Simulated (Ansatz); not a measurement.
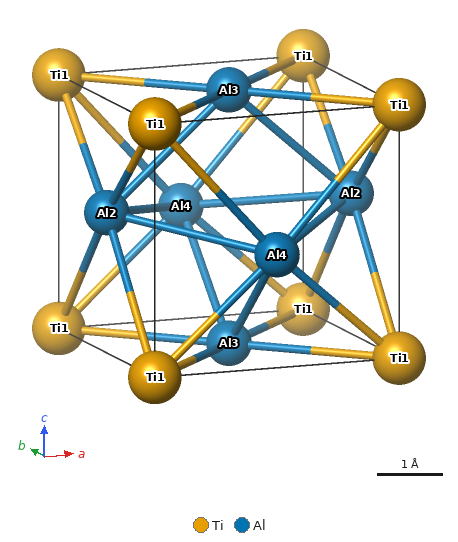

**Figure 1.** The input geometry of the first run (ball-and-stick view of the cell of the calculation, set on other vectors, seen slightly off an axis; atoms are numbered from 1 in the order of the input).

**Two runs on TiAl3**

System: TiAl3 (P-4m2, 4 atoms in the cell).
Method of the first run: DFT PBEsol, scalar-relativistic, plane waves, PAW, no spin polarisation (Ansatz 0.2.0).

The structure derives from a Materials Project entry. Text and figures count atoms from 1; the logs count them from 0 in places.

### Input, the first run
```yaml
crystal:
  lattice:
    - [4.083360318, 0.0, 0.0]
    - [0.0, 4.0240252492, 0.0]
    - [0.0, 0.0, 4.083360318]
  atoms:
    - { symbol: Ti, position: [0.0, 0.0, 0.0] }
    - { symbol: Al, position: [0.5, 0.4463726834, 0.0] }
    - { symbol: Al, position: [0.5, 0.0, 0.5] }
    - { symbol: Al, position: [0.0, 0.5536273166, 0.5] }
basis:
  ecutwfc: 420
kpoints:
  mp_grid: { grid: [10, 10, 10] }
hamiltonian:
  xc: pbesol
scf:
  occupations: { method: gaussian, width: 0.1 }
output:
  forces: true
  stress: true
  eigenvalues: true
```

Hardware: 1 thread of an x86-64 CPU, shared host.

### Output, shortened to warnings, some set-up lines, iterations and results (the first run)
```
Basis set: ecut = 420 eV, 1341 PW (Γ), exchange–correlation on 60×54×60 points (8 copies of the dense FFT grid, shifted against one another)
Symmetry: 8 space group operations
k-points: 126 of 1000 (time reversal used)
Initial density: superposition of atomic densities (neutral atoms: chi_scale 0, normalization atom), corrected by the library's trained network
[...]
SCF iter   1: F=—  HF=-4048.622470 eV  |F-HF|=—  |Δ(HF+E_count)|=         —  Δρ=2.90e-3  dr2=5.09e-3  ethr=1.77e-3  ⟨swp⟩=5.5  Hψ=10819  notcnv=0
SCF iter   2: F=—  HF=-4048.621220 eV  |F-HF|=—  |Δ(HF+E_count)|=   1.25e-3  Δρ=1.55e-3  dr2=1.86e-3  ethr=2.42e-5  ⟨swp⟩=1.0  Hψ=2909  notcnv=0
SCF iter   3: F=—  HF=-4048.620773 eV  |F-HF|=—  |Δ(HF+E_count)|=   4.47e-4  Δρ=2.34e-4  dr2=6.11e-5  ethr=8.87e-6  ⟨swp⟩=2.4  Hψ=3247  notcnv=0
SCF iter   4: F=—  HF=-4048.620772 eV  |F-HF|=—  |Δ(HF+E_count)|=   7.88e-7  Δρ=3.51e-5  dr2=8.65e-7  ethr=2.91e-7  ⟨swp⟩=2.6  Hψ=2658  notcnv=0
SCF iter   5: F=-4048.620772 eV  HF=-4048.620772 eV  |F-HF|=2.12e-8  |Δ(HF+E_count)|=   1.42e-7  Δρ=7.80e-6  dr2=4.98e-8  ethr=4.12e-9  ⟨swp⟩=1.8  Hψ=2268  notcnv=0
SCF iter   6: F=-4048.620772 eV  HF=-4048.620772 eV  |F-HF|=4.26e-10  |Δ(HF+E_count)|=   1.46e-8  Δρ=1.28e-6  dr2=9.85e-10  ethr=2.37e-10  ⟨swp⟩=2.3  Hψ=5958  notcnv=0
SCF 1 converged in 6 iterations: F = -4048.620772 eV  dr2 = 9.85e-10
SCF converged after 6 iterations
Free energy (F): -4048.620772 eV
Harris-Foulkes:  -4048.620772 eV  (|F-HF|=4.26e-10)
Internal energy: -4048.608581 eV  (E = F + TS)
E sigma→0 (E₀):  -4048.614676 eV
Entropy (-TS):   -0.012192 eV (-3.048 meV/atom)
Fermi energy:    9.411543 eV
--- Per-component energies (eV) ---
  E_band       = -165.790072
  E_kinetic    = 340.739467
  E_local      = -1230.457457  (includes V_loc(G=0)·N_el)
  E_nonlocal   = 41.668479
  E_hartree    = 536.687024
  E_xc         = -214.573189
  E_vxc        = -208.562358  (∫ρ·V_xc dr)
  E_paw        = -2387.563808  (= ΣΔE_a)
  E_vpaw       = -182.552492  (= ΣTr[D̂ρ^β])
  E_aug_tail   = 0.000106  (compensation charges beyond the density's cutoff)
  E_ewald      = -1135.306004
  E_core_change = 0.196801  (= ΣΔE_core)
  E_smearing   = -0.012192  (= −TS)
  E_closure    = -0.000000  (closes the sum)
  Σ components = -4048.620772   (vs F -4048.620772, Δ=0.00e0)
--- Forces (eV/Å), atoms counted from 1 ---
  atom   1  Ti     0.00000000    -0.00000000     0.00000000
  atom   2  Al    -0.00000000     1.32312278     0.00000000
  atom   3  Al    -0.00000000     0.00000000     0.00000000
  atom   4  Al     0.00000000    -1.32312278     0.00000000
  max |Σ_I F_I| component: 2.22e-16 eV/Å
--- Stress (GPa, compression-positive) ---
       -6.739205       0.000000       0.000000
        0.000000      -4.993845       0.000000
        0.000000       0.000000      -6.739205
  P = ⅓ Tr σ = -6.1574 GPa (-61.574 kbar)
```

The input of the second run differs as follows (lines with − go, lines with + come):
```diff
-    - [4.083360318, 0.0, 0.0]
-    - [0.0, 4.0240252492, 0.0]
-    - [0.0, 0.0, 4.083360318]
+    - [4.0160347933, 0.0142799732, -0.0322387207]
+    - [0.0142799732, 3.9849432172, -0.0145173135]
+    - [-0.0322387207, -0.0145173135, 3.9411539365]
-    - { symbol: Ti, position: [0.0, 0.0, 0.0] }
-    - { symbol: Al, position: [0.5, 0.4463726834, 0.0] }
-    - { symbol: Al, position: [0.5, 0.0, 0.5] }
-    - { symbol: Al, position: [0.0, 0.5536273166, 0.5] }
+    - { symbol: Ti, position: [0.0154032012, -0.0384612346, 0.0066284578] }
+    - { symbol: Al, position: [0.492870995, 0.5156281946, -0.0055262429] }
+    - { symbol: Al, position: [0.4918774848, 0.0184191242, 0.5041889224] }
+    - { symbol: Al, position: [-0.000151681, 0.5044139158, 0.4947088626] }
```

Predict how the results change.

With the same functional and potentials, the second run lies 48.6 meV per atom lower. The pressure goes from −6.16 to −0.96 GPa. The largest force goes from 1.323 to 1.924 eV/Å. The volume per atom goes from 16.77 to 15.77 Å³. The number of SCF iterations is the same. The irreducible k-points go from 126 to 504. The plane waves at Γ go from 1341 to 1241.

### Output, shortened to warnings, some set-up lines, iterations and results (the second run)
```
Basis set: ecut = 420 eV, 1241 PW (Γ), exchange–correlation on 54×54×54 points (8 copies of the dense FFT grid, shifted against one another)
Symmetry: 1 space group operations
k-points: 504 of 1000 (time reversal used)
Initial density: superposition of atomic densities (neutral atoms: chi_scale 0, normalization atom), corrected by the library's trained network
[...]
SCF iter   1: F=—  HF=-4048.816682 eV  |F-HF|=—  |Δ(HF+E_count)|=         —  Δρ=3.07e-3  dr2=4.84e-3  ethr=1.77e-3  ⟨swp⟩=5.4  Hψ=43447  notcnv=0
SCF iter   2: F=—  HF=-4048.815464 eV  |F-HF|=—  |Δ(HF+E_count)|=   1.22e-3  Δρ=1.61e-3  dr2=1.74e-3  ethr=2.30e-5  ⟨swp⟩=1.1  Hψ=11900  notcnv=0
SCF iter   3: F=—  HF=-4048.815043 eV  |F-HF|=—  |Δ(HF+E_count)|=   4.21e-4  Δρ=2.61e-4  dr2=7.56e-5  ethr=8.28e-6  ⟨swp⟩=2.2  Hψ=13023  notcnv=0
SCF iter   4: F=—  HF=-4048.815061 eV  |F-HF|=—  |Δ(HF+E_count)|=   1.81e-5  Δρ=3.57e-5  dr2=6.73e-7  ethr=3.60e-7  ⟨swp⟩=2.4  Hψ=10529  notcnv=0
SCF iter   5: F=-4048.815061 eV  HF=-4048.815061 eV  |F-HF|=2.82e-8  |Δ(HF+E_count)|=   5.31e-8  Δρ=9.36e-6  dr2=5.38e-8  ethr=3.21e-9  ⟨swp⟩=2.4  Hψ=12265  notcnv=0
SCF iter   6: F=-4048.815061 eV  HF=-4048.815061 eV  |F-HF|=1.76e-9  |Δ(HF+E_count)|=   1.57e-8  Δρ=2.29e-6  dr2=2.35e-9  ethr=2.56e-10  ⟨swp⟩=2.1  Hψ=24455  notcnv=0
SCF 1 converged in 6 iterations: F = -4048.815061 eV  dr2 = 2.35e-9
SCF converged after 6 iterations
Free energy (F): -4048.815061 eV
Harris-Foulkes:  -4048.815061 eV  (|F-HF|=1.76e-9)
Internal energy: -4048.803058 eV  (E = F + TS)
E sigma→0 (E₀):  -4048.809060 eV
Entropy (-TS):   -0.012003 eV (-3.001 meV/atom)
Fermi energy:    10.143936 eV
--- Per-component energies (eV) ---
  E_band       = -151.049969
  E_kinetic    = 344.998506
  E_local      = -1199.870001  (includes V_loc(G=0)·N_el)
  E_nonlocal   = 42.216729
  E_hartree    = 527.866338
  E_xc         = -216.394397
  E_vxc        = -210.915409  (∫ρ·V_xc dr)
  E_paw        = -2388.116532  (= ΣΔE_a)
  E_vpaw       = -183.212453  (= ΣTr[D̂ρ^β])
  E_aug_tail   = 0.000108  (compensation charges beyond the density's cutoff)
  E_ewald      = -1159.700612
  E_core_change = 0.196801  (= ΣΔE_core)
  E_smearing   = -0.012003  (= −TS)
  E_closure    = 0.000000  (closes the sum)
  Σ components = -4048.815061   (vs F -4048.815061, Δ=0.00e0)
--- Forces (eV/Å), atoms counted from 1 ---
  atom   1  Ti    -0.83080765     1.71014477    -0.29205106
  atom   2  Al     0.49765902    -0.77793154     0.16695789
  atom   3  Al     0.45007608    -0.40382588    -0.06008811
  atom   4  Al    -0.11693155    -0.52837582     0.18517896
  max |Σ_I F_I| component: 1.15e-5 eV/Å
--- Stress (GPa, compression-positive) ---
       -1.982315      -1.439957       1.251963
       -1.439956      -0.664542       0.232107
        1.251963       0.232107      -0.241782
  P = ⅓ Tr σ = -0.9629 GPa (-9.629 kbar)
```

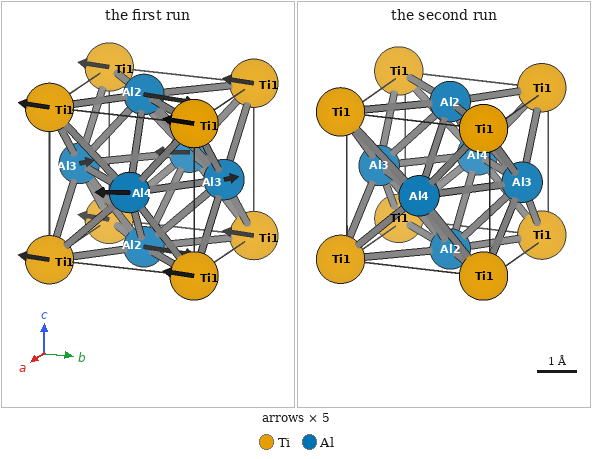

**Figure 2.** The two input geometries at one scale (ball-and-stick view of the cell of the calculation, seen slightly off an axis). The black arrows on the first give the shifts of the atoms relative to the cell, with their mean removed, magnified 5 times. Al2 moves most relative to the cell: 0.28 Å. Largest moves by element: Al 0.28 Å, Ti 0.17 Å. (The mean shift of all atoms is removed.) The volume changes by −6.0 %, with a 4.083 → 4.016 Å (−1.6 %), b 4.024 → 3.985 Å (−1.0 %), c 4.083 → 3.941 Å (−3.5 %), α 90.0° → 90.4°, β 90.0° → 90.9°, γ 90.0° → 89.6°. Among the contacts that change: Ti1–Al2 3.022 → 2.606 Å, Al3–Al4 3.022 → 2.757 Å, Al2–Al3 3.022 → 2.794 Å, Ti1–Al3 2.887 → 2.727 Å.

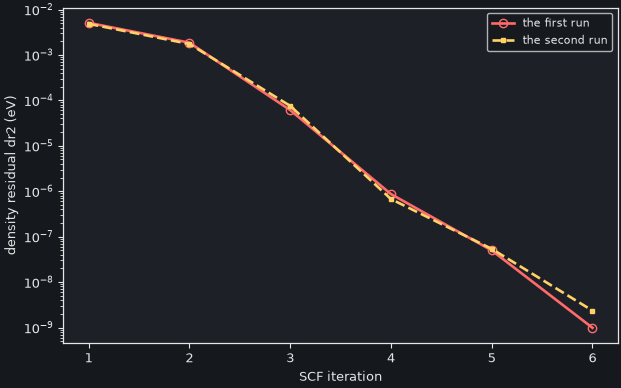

**Figure 3.** Convergence of the two runs: density residual dr2 against the SCF iteration. The first run takes 6 iterations in all, and the second run takes 6.

### The two runs side by side

```tsv
quantity	the first run	the second run
outcome	converged	converged
free energy per atom (eV)	−1012.1552	−1012.2038
energy per atom, smearing taken to zero (eV)	−1012.1537	−1012.2023
gap on the mesh (eV)	0.00	0.00
pressure (GPa)	−6.16	−0.96
volume per atom (Å³)	16.77	15.77
largest force (eV/Å)	1.323	1.924
SCF iterations	6	6
irreducible k-points	126	504
plane waves at Γ	1341	1241
wall time (shared host)	10 s	39 s
```

For the first run: The cell is under a tension of 6.2 GPa at this level, so it is not at its equilibrium volume.
